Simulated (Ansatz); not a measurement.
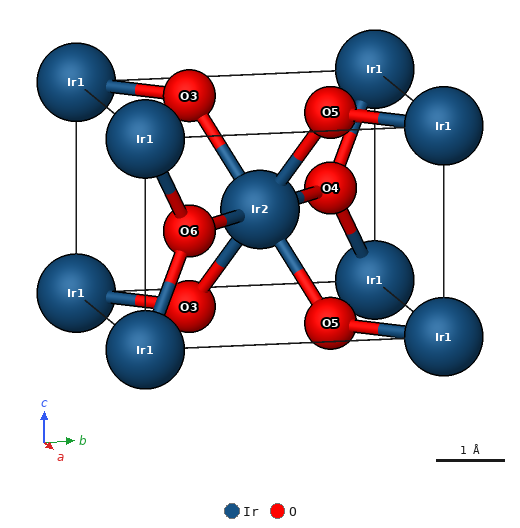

Figure 1. The input geometry (ball-and-stick view of the cell of the calculation, seen slightly off an axis; atoms are numbered from 1 in the order of the input). An atom can appear more than once, as a periodic image. Near neighbours in the periodic cell (some may lie outside the picture): Ir has 6 O at 1.96 to 2.00 Å; O has 3 Ir at 1.96 to 2.00 Å.

# Run report: IrO2, geometry relaxation (part 1 of 2)

IrO2 (P4₂/mnm, 6 atoms in the cell), computed with DFT PBE, scalar-relativistic, plane waves, PAW, no spin polarisation (Ansatz 0.2.0).

The structure derives from an entry of the Crystallography Open Database. Figures and captions count atoms from 1; the log counts them from 0 in places.

Input
```yaml
crystal:
  lattice:
    - [4.5051, 0.0, 0.0]
    - [0.0, 4.5051, 0.0]
    - [0.0, 0.0, 3.1586]
  atoms:
    - { symbol: Ir, position: [0.0, 0.0, 0.0] }
    - { symbol: Ir, position: [0.5, 0.5, 0.5] }
    - { symbol: O, position: [0.3077, 0.3077, 0.0] }
    - { symbol: O, position: [0.1923, 0.8077, 0.5] }
    - { symbol: O, position: [0.6923, 0.6923, 0.0] }
    - { symbol: O, position: [0.8077, 0.1923, 0.5] }
basis:
  ecutwfc: 420
kpoints:
  mp_grid: { grid: [8, 8, 12] }
hamiltonian:
  xc: pbe
scf:
  occupations: { method: gaussian, width: 0.1 }
output:
  forces: true
  stress: true
  eigenvalues: true
  write_density: true
  write_potential: true
  elf: true
  volumetric_format: npy
relax:
  adjacent_minimum: "off"
  f_tol: 0.005
  max_steps: 80
  cell: { stress_tol: 0.05 }
```

Run as:
```bash
ansatz run input.yaml --threads 4 --pin off --max-ram 11264MiB --backend cpu --events-out ev --progress --plain --runs-dir out
```

The program's output
```
Engine: ansatz 0.2.0, aarch64-unknown-linux-gnu
Pseudopotentials: kind: paw
Pseudopotential: Ir, paw, valence charge 17, recommended cutoff 420 eV (normal), Ir.paw.azcp
Pseudopotential: O, paw, valence charge 6, recommended cutoff 420 eV (normal), O.paw.azcp
Functional definition: PBE
  parameter kappa = 0.804
  parameter beta = 0.06672455060314922
  exchange = pbe_x(kappa = kappa, mu = beta*pi^2/3)
  correlation = pbe_c(beta = beta)
Crystal: 6 atoms, lattice volume = 64.107 Å³
Basis set: ecut = 420 eV, 1243 PW (Γ), exchange–correlation on 64×64×48 points (8 copies of the dense FFT grid, shifted against one another)
Bands: 35, of which v1, the nominal top of the filled ones, is band 29 counted from 1 (28 counted from 0)
Symmetry: 16 space group operations
Space group: P42/mnm (ITA 136), of the structure as read, at distance tolerance 4.0e-5 Å
k-points: 105 of 768
Non-local potential: Ir, projectors of the file, l = 0: 3, l = 1: 2, l = 2: 2, l = 3: 1
Non-local potential: O, projectors of the file, l = 0: 2, l = 1: 2, l = 2: 1
PAW form: soft (Blöchl's): semilocal exchange-correlation on the pseudo side does not see the compensation charge
PAW one-centre angular grid: Ir, 590 points (default); XC on 64 Gauss nodes
PAW one-centre angular grid: O, 110 points (default); XC on 64 Gauss nodes
Initial density: superposition of atomic densities (neutral atoms: chi_scale 0, normalization atom), corrected by the library's trained network
Initial wavefunctions: pseudopotential atomic-orbital guess
Functional: x = pbe(κ = 0.804, μ = 0.2195149727645171), c = pbe(β = 0.06672455060314922)
SCF iter   1: F=—  HF=-26135.241840 eV  |F-HF|=—  |Δ(HF+E_count)|=         —  Δρ=3.58e-3  dr2=5.29e-3  ethr=1.77e-3  ⟨swp⟩=5.7  Hψ=13851  notcnv=0  defer=5
preconditioner: auto → LDOS  [metal: Δε(μ)=0.001 eV  Ē_g=11.063 eV  σ=0.100 eV  W_gap=0.01  n_scr=18 (ndim 8)  ℏωp=30.1 eV  f_vac=0.033  D(μ)=2.51/eV (n_scr^D=18)  β→1.0]
SCF iter   2: F=—  HF=-26135.244159 eV  |F-HF|=—  |Δ(HF+E_count)|=   2.32e-3  Δρ=1.39e-3  dr2=3.88e-4  ethr=9.12e-6  ⟨swp⟩=2.0  Hψ=6731  notcnv=0  defer=5
SCF iter   3: F=—  HF=-26135.244152 eV  |F-HF|=—  |Δ(HF+E_count)|=   6.41e-6  Δρ=5.25e-4  dr2=1.86e-4  ethr=6.68e-7  ⟨swp⟩=2.0  Hψ=6161  notcnv=0  defer=5
SCF iter   4: F=—  HF=-26135.244118 eV  |F-HF|=—  |Δ(HF+E_count)|=   3.43e-5  Δρ=1.93e-4  dr2=1.47e-5  ethr=3.20e-7  ⟨swp⟩=2.5  Hψ=5435  notcnv=0  defer=5
SCF iter   5: F=—  HF=-26135.244012 eV  |F-HF|=—  |Δ(HF+E_count)|=   1.06e-4  Δρ=3.64e-5  dr2=6.51e-7  ethr=2.53e-8  ⟨swp⟩=2.7  Hψ=6125  notcnv=0  defer=5
SCF iter   6: F=-26135.244012 eV  HF=-26135.244012 eV  |F-HF|=5.75e-9  |Δ(HF+E_count)|=   6.49e-8  Δρ=5.31e-6  dr2=9.63e-9  ethr=1.72e-10  ⟨swp⟩=11.8  Hψ=25275  notcnv=0
SCF 1 converged in 6 iterations: F = -26135.244012 eV  dr2 = 9.63e-9
  greatest PAW one-centre occupation: 1.000 electrons in one spin orbital (limit 2), on the Ir atom at site 1 (counted from 0), in its partial waves of l = 0
relax step   1: F+E_penalty+E_count = -26135.24401224 eV  Δ(F+E_penalty+E_count) = +0.000e0 eV  max|allowed force component| = 6.663e-2 eV/Å  Δτ_max = 0.0000 Å  P = +4.978 GPa  Ω = 64.107 Å³  (6 SCF iters, dr2 threshold 1.00e-7 eV, accepted)
Crystal: 6 atoms, lattice volume = 65.128 Å³
Basis set: ecut = 420 eV, 1251 PW (Γ), exchange–correlation on 64×64×48 points (8 copies of the dense FFT grid, shifted against one another)
Initial density: handed on by an earlier stage of this run
Initial wavefunctions: those handed on with the density
iter 1 solved again at ethr=6.68e-6 eV; its pass at ethr=3.10e-3 eV (dr2=3.88e-3 eV) is discarded
SCF iter   1: F=—  HF=-26135.257675 eV  |F-HF|=—  |Δ(HF+E_count)|=         —  Δρ=3.08e-3  dr2=4.08e-3  ethr=6.68e-6  ⟨swp⟩=1.3  Hψ=16469  notcnv=0
preconditioner: auto → LDOS  [metal: Δε(μ)=0.011 eV  Ē_g=10.896 eV  σ=0.100 eV  W_gap=0.06  n_scr=18 (ndim 8)  ℏωp=29.8 eV  f_vac=0.033  D(μ)=2.59/eV (n_scr^D=18)  β→1.0]
SCF iter   2: F=—  HF=-26135.257069 eV  |F-HF|=—  |Δ(HF+E_count)|=   6.06e-4  Δρ=1.93e-3  dr2=1.15e-3  ethr=6.68e-6  ⟨swp⟩=2.0  Hψ=5887  notcnv=0
SCF iter   3: F=—  HF=-26135.256730 eV  |F-HF|=—  |Δ(HF+E_count)|=   3.39e-4  Δρ=2.06e-4  dr2=1.88e-5  ethr=1.99e-6  ⟨swp⟩=2.0  Hψ=5808  notcnv=0
SCF iter   4: F=—  HF=-26135.256590 eV  |F-HF|=—  |Δ(HF+E_count)|=   1.40e-4  Δρ=4.59e-5  dr2=1.02e-6  ethr=3.24e-8  ⟨swp⟩=2.2  Hψ=5510  notcnv=0
SCF iter   5: F=-26135.256590 eV  HF=-26135.256590 eV  |F-HF|=5.91e-8  |Δ(HF+E_count)|=   9.74e-8  Δρ=1.63e-5  dr2=9.85e-8  ethr=1.03e-9  ⟨swp⟩=9.1  Hψ=25112  notcnv=0
SCF 2 converged in 5 iterations: F = -26135.256590 eV  dr2 = 9.85e-8
relax step   2: F+E_penalty+E_count = -26135.25658993 eV  Δ(F+E_penalty+E_count) = -1.258e-2 eV  max|allowed force component| = 1.491e-2 eV/Å  Δτ_max = 0.0048 Å  P = +0.135 GPa  Ω = 65.128 Å³  energy of the carried Pulay correction = -4.842e-3 eV  (5 SCF iters, dr2 threshold 6.00e-7 eV, accepted)
Crystal: 6 atoms, lattice volume = 65.194 Å³
iter 1 solved again at ethr=3.42e-8 eV; its pass at ethr=3.10e-3 eV (dr2=1.98e-5 eV) is discarded
SCF iter   1: F=—  HF=-26135.256620 eV  |F-HF|=—  |Δ(HF+E_count)|=         —  Δρ=4.57e-4  dr2=4.65e-5  ethr=3.42e-8  ⟨swp⟩=3.0  Hψ=16957  notcnv=0
eigensolver tolerance schedule calibrated: the retry pair's looser diagonalisation under-reported the residual by θ = 0.57 (0.12/decade); ethr = c·dr2/N_el runs at the constant in force after the calibration composes with the one it found (an armed cap, an earlier calibration), c = 7.5e-2
preconditioner: auto → LDOS  [metal: Δε(μ)=0.004 eV  Ē_g=10.890 eV  σ=0.100 eV  W_gap=0.02  n_scr=18 (ndim 8)  ℏωp=29.8 eV  f_vac=0.033  D(μ)=2.58/eV (n_scr^D=18)  β→1.0]
SCF iter   2: F=—  HF=-26135.256484 eV  |F-HF|=—  |Δ(HF+E_count)|=   1.36e-4  Δρ=1.91e-4  dr2=1.54e-5  ethr=3.42e-8  ⟨swp⟩=2.0  Hψ=6724  notcnv=0
SCF iter   3: F=—  HF=-26135.256478 eV  |F-HF|=—  |Δ(HF+E_count)|=   5.95e-6  Δρ=3.32e-5  dr2=3.89e-7  ethr=1.98e-8  ⟨swp⟩=2.1  Hψ=6457  notcnv=0
SCF iter   4: F=-26135.256478 eV  HF=-26135.256478 eV  |F-HF|=8.44e-10  |Δ(HF+E_count)|=   6.84e-8  Δρ=4.47e-6  dr2=5.58e-9  ethr=4.77e-10  ⟨swp⟩=9.0  Hψ=23840  notcnv=0
SCF 3 converged in 4 iterations: F = -26135.256478 eV  dr2 = 5.58e-9
relax step   3: F+E_penalty+E_count = -26135.25647827 eV  Δ(F+E_penalty+E_count) = +1.117e-4 eV  max|allowed force component| = 9.204e-3 eV/Å  Δτ_max = 0.0007 Å  P = -0.033 GPa  Ω = 65.194 Å³  energy of the carried Pulay correction = -5.150e-3 eV  (4 SCF iters, dr2 threshold 3.70e-7 eV, accepted)
Crystal: 6 atoms, lattice volume = 65.185 Å³
iter 1 solved again at ethr=5.85e-9 eV; its pass at ethr=3.10e-3 eV (dr2=3.39e-6 eV) is discarded
SCF iter   1: F=—  HF=-26135.256670 eV  |F-HF|=—  |Δ(HF+E_count)|=         —  Δρ=1.37e-4  dr2=3.75e-6  ethr=5.85e-9  ⟨swp⟩=2.2  Hψ=14589  notcnv=0
preconditioner: auto → LDOS  [metal: Δε(μ)=0.006 eV  Ē_g=10.891 eV  σ=0.100 eV  W_gap=0.04  n_scr=18 (ndim 8)  ℏωp=29.8 eV  f_vac=0.033  D(μ)=2.59/eV (n_scr^D=18)  β→1.0]
SCF iter   2: F=—  HF=-26135.256531 eV  |F-HF|=—  |Δ(HF+E_count)|=   1.39e-4  Δρ=5.60e-5  dr2=1.04e-6  ethr=5.85e-9  ⟨swp⟩=2.0  Hψ=6723  notcnv=0
SCF iter   3: F=—  HF=-26135.256530 eV  |F-HF|=—  |Δ(HF+E_count)|=   4.13e-7  Δρ=9.04e-6  dr2=2.04e-8  ethr=1.79e-9  ⟨swp⟩=2.1  Hψ=6122  notcnv=0
SCF iter   4: F=-26135.256530 eV  HF=-26135.256530 eV  |F-HF|=2.11e-9  |Δ(HF+E_count)|=   3.07e-9  Δρ=2.27e-6  dr2=2.79e-9  ethr=9.13e-12  ⟨swp⟩=7.0  Hψ=20153  notcnv=0
SCF 4 converged in 4 iterations: F = -26135.256530 eV  dr2 = 2.79e-9
relax step   4: F+E_penalty+E_count = -26135.25653044 eV  Δ(F+E_penalty+E_count) = -5.217e-5 eV  max|allowed force component| = 3.939e-3 eV/Å  Δτ_max = 0.0007 Å  P = +0.006 GPa  Ω = 65.185 Å³  energy of the carried Pulay correction = -5.111e-3 eV  (4 SCF iters, dr2 threshold 5.29e-9 eV, accepted)
Crystal: 6 atoms, lattice volume = 65.184 Å³
iter 1 solved again at ethr=1.92e-10 eV; its pass at ethr=3.10e-3 eV (dr2=1.11e-7 eV) is discarded
SCF iter   1: F=—  HF=-26135.256677 eV  |F-HF|=—  |Δ(HF+E_count)|=         —  Δρ=2.77e-5  dr2=1.56e-7  ethr=1.92e-10  ⟨swp⟩=3.0  Hψ=17015  notcnv=0
preconditioner: auto → LDOS  [metal: Δε(μ)=0.006 eV  Ē_g=10.891 eV  σ=0.100 eV  W_gap=0.03  n_scr=18 (ndim 8)  ℏωp=29.8 eV  f_vac=0.033  D(μ)=2.58/eV (n_scr^D=18)  β→1.0]
SCF iter   2: F=—  HF=-26135.256538 eV  |F-HF|=—  |Δ(HF+E_count)|=   1.38e-4  Δρ=6.98e-6  dr2=2.32e-8  ethr=1.92e-10  ⟨swp⟩=2.0  Hψ=6514  notcnv=0
SCF iter   3: F=-26135.256538 eV  HF=-26135.256538 eV  |F-HF|=3.60e-10  |Δ(HF+E_count)|=   1.06e-8  Δρ=1.37e-6  dr2=6.61e-10  ethr=1.67e-11  ⟨swp⟩=7.1  Hψ=20401  notcnv=0
SCF 5 converged in 3 iterations: F = -26135.256538 eV  dr2 = 6.61e-10
relax step   5: F+E_penalty+E_count = -26135.25653840 eV  Δ(F+E_penalty+E_count) = -7.959e-6 eV  max|allowed force component| = 9.691e-6 eV/Å  Δτ_max = 0.0001 Å  P = -0.000 GPa  Ω = 65.184 Å³  energy of the carried Pulay correction = -5.106e-3 eV  (3 SCF iters, dr2 threshold 9.71e-9 eV, accepted)
Initial wavefunctions: pseudopotential atomic-orbital guess (no wavefunctions were taken with the density)
iter 1 solved again at ethr=5.83e-8 eV; its pass at ethr=3.10e-3 eV (dr2=3.38e-5 eV) is discarded
SCF iter   1: F=—  HF=-26135.262050 eV  |F-HF|=—  |Δ(HF+E_count)|=         —  Δρ=2.16e-4  dr2=2.99e-6  ethr=5.83e-8  ⟨swp⟩=3.7  Hψ=24087  notcnv=0
preconditioner: auto → LDOS  [metal: Δε(μ)=0.006 eV  Ē_g=10.891 eV  σ=0.100 eV  W_gap=0.03  n_scr=18 (ndim 8)  ℏωp=29.8 eV  f_vac=0.033  D(μ)=2.59/eV (n_scr^D=18)  β→1.0]
SCF iter   2: F=—  HF=-26135.262048 eV  |F-HF|=—  |Δ(HF+E_count)|=   1.94e-6  Δρ=6.35e-5  dr2=1.54e-6  ethr=5.16e-9  ⟨swp⟩=2.0  Hψ=5867  notcnv=0
SCF iter   3: F=—  HF=-26135.262048 eV  |F-HF|=—  |Δ(HF+E_count)|=   5.20e-7  Δρ=1.29e-5  dr2=2.62e-8  ethr=2.65e-9  ⟨swp⟩=2.0  Hψ=5760  notcnv=0
SCF iter   4: F=—  HF=-26135.262048 eV  |F-HF|=—  |Δ(HF+E_count)|=   1.15e-7  Δρ=3.76e-6  dr2=6.50e-9  ethr=4.51e-11  ⟨swp⟩=2.0  Hψ=5825  notcnv=0
SCF iter   5: F=—  HF=-26135.262048 eV  |F-HF|=—  |Δ(HF+E_count)|=  3.78e-10  Δρ=1.81e-6  dr2=1.60e-9  ethr=1.12e-11  ⟨swp⟩=2.0  Hψ=5670  notcnv=0
SCF iter   6: F=—  HF=-26135.262048 eV  |F-HF|=—  |Δ(HF+E_count)|=  1.86e-10  Δρ=3.74e-7  dr2=7.20e-11  ethr=2.75e-12  ⟨swp⟩=2.5  Hψ=5928  notcnv=0
SCF iter   7: F=-26135.262048 eV  HF=-26135.262048 eV  |F-HF|=1.09e-11  |Δ(HF+E_count)|=  3.27e-11  Δρ=4.19e-8  dr2=6.45e-13  ethr=1.00e-12  ⟨swp⟩=5.9  Hψ=15794  notcnv=0
SCF 6 converged in 7 iterations: F = -26135.262048 eV  dr2 = 6.45e-13
relax step   6: F+E_penalty+E_count = -26135.26204775 eV  Δ(F+E_penalty+E_count) = -5.509e-3 eV  max|allowed force component| = 1.388e-4 eV/Å  Δτ_max = 0.0000 Å  P = +0.143 GPa  Ω = 65.184 Å³  stress off target by 1.56e-1 GPa  SCF on the basis re-selected at this cell (its energy is not comparable with the rows above)  (7 SCF iters)
basis re-selected at this cell: Δ(F+E_penalty+E_count) = -5.509e-3 eV, ΔP = +0.143 GPa vs the last step (what re-selecting the basis moved, of the pressure what is left beyond the Pulay correction that the steps carried, after the strain that the cell walked since its last selection, with what the two solves' SCF thresholds leave and, on support functions, any second-order correction that the steps lacked; it is no measure of the basis error at this ecutwfc). This SCF's stress stands 1.56e-1 GPa from its target on what of the cell is left free (relax.cell.stress_tol is 5.00e-2 GPa) and its largest allowed force component is 1.39e-4 eV/Å (relax.f_tol is 5.00e-3 eV/Å): not within both, so this SCF does not close the relaxation
Crystal: 6 atoms, lattice volume = 65.219 Å³
iter 1 solved again at ethr=6.92e-9 eV; its pass at ethr=3.10e-3 eV (dr2=4.01e-6 eV) is discarded
SCF iter   1: F=—  HF=-26135.262036 eV  |F-HF|=—  |Δ(HF+E_count)|=         —  Δρ=9.56e-5  dr2=3.32e-6  ethr=6.92e-9  ⟨swp⟩=2.2  Hψ=15376  notcnv=0
preconditioner: auto → LDOS  [metal: Δε(μ)=0.006 eV  Ē_g=10.886 eV  σ=0.100 eV  W_gap=0.03  n_scr=18 (ndim 8)  ℏωp=29.8 eV  f_vac=0.033  D(μ)=2.59/eV (n_scr^D=18)  β→1.0]
SCF iter   2: F=—  HF=-26135.261898 eV  |F-HF|=—  |Δ(HF+E_count)|=   1.38e-4  Δρ=5.77e-5  dr2=1.08e-6  ethr=5.72e-9  ⟨swp⟩=2.0  Hψ=5882  notcnv=0
SCF iter   3: F=-26135.261897 eV  HF=-26135.261897 eV  |F-HF|=9.95e-9  |Δ(HF+E_count)|=   3.13e-7  Δρ=6.62e-6  dr2=1.90e-8  ethr=1.05e-10  ⟨swp⟩=6.5  Hψ=24486  notcnv=0
SCF 7 converged in 3 iterations: F = -26135.261897 eV  dr2 = 1.90e-8
  greatest PAW one-centre occupation: 1.000 electrons in one spin orbital (limit 2), on the Ir atom at site 0 (counted from 0), in its partial waves of l = 0
relax step   7: F+E_penalty+E_count = -26135.26189746 eV  Δ(F+E_penalty+E_count) = +1.503e-4 eV  max|allowed force component| = 1.109e-7 eV/Å  Δτ_max = 0.0001 Å  P = +0.007 GPa  Ω = 65.219 Å³  energy of the carried Pulay correction = -1.677e-4 eV  (3 SCF iters, dr2 threshold 6.07e-8 eV, accepted)
iter 1 solved again at ethr=4.46e-8 eV; its pass at ethr=3.10e-3 eV (dr2=2.59e-5 eV) is discarded
SCF iter   1: F=—  HF=-26135.262188 eV  |F-HF|=—  |Δ(HF+E_count)|=         —  Δρ=2.70e-5  dr2=2.45e-8  ethr=4.46e-8  ⟨swp⟩=3.7  Hψ=24275  notcnv=0
SCF iter   2: F=—  HF=-26135.262056 eV  |F-HF|=—  |Δ(HF+E_count)|=   1.32e-4  Δρ=2.96e-6  dr2=3.07e-9  ethr=4.23e-11  ⟨swp⟩=2.6  Hψ=6971  notcnv=0
SCF iter   3: F=—  HF=-26135.262056 eV  |F-HF|=—  |Δ(HF+E_count)|=  5.71e-10  Δρ=1.30e-6  dr2=8.02e-10  ethr=5.29e-12  ⟨swp⟩=2.3  Hψ=6461  notcnv=0
SCF iter   4: F=—  HF=-26135.262056 eV  |F-HF|=—  |Δ(HF+E_count)|=  9.31e-10  Δρ=5.57e-7  dr2=6.59e-11  ethr=1.38e-12  ⟨swp⟩=2.5  Hψ=5523  notcnv=0
SCF iter   5: F=-26135.262056 eV  HF=-26135.262056 eV  |F-HF|=3.27e-11  |Δ(HF+E_count)|=  8.22e-10  Δρ=2.03e-7  dr2=1.90e-11  ethr=1.00e-12  ⟨swp⟩=5.3  Hψ=15609  notcnv=0
SCF 8 converged in 5 iterations: F = -26135.262056 eV  dr2 = 1.90e-11
relax step   8: F+E_penalty+E_count = -26135.26205602 eV  Δ(F+E_penalty+E_count) = -1.586e-4 eV  max|allowed force component| = 3.515e-6 eV/Å  Δτ_max = 0.0000 Å  P = +0.009 GPa  Ω = 65.219 Å³  stress off target by 8.93e-3 GPa  SCF on the basis re-selected at this cell (its energy is not comparable with the rows above)  (5 SCF iters)
```

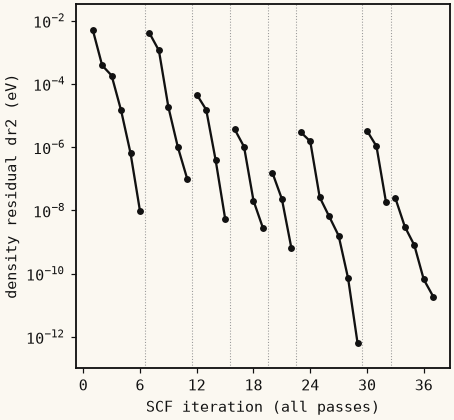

Figure 2. Convergence of the self-consistent field: density residual dr2 against the SCF iteration. The dotted lines part the SCF passes of the relaxation: geometry steps, rejected trials and re-solves on a re-selected basis. The 8 passes take 3 to 7 iterations each, 37 in all.

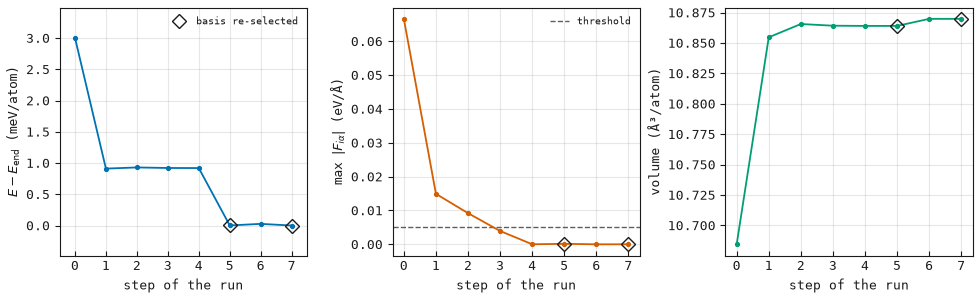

Figure 3. Progress of the relaxation, step by step (the first geometry is step 0 here and step 1 in the log).
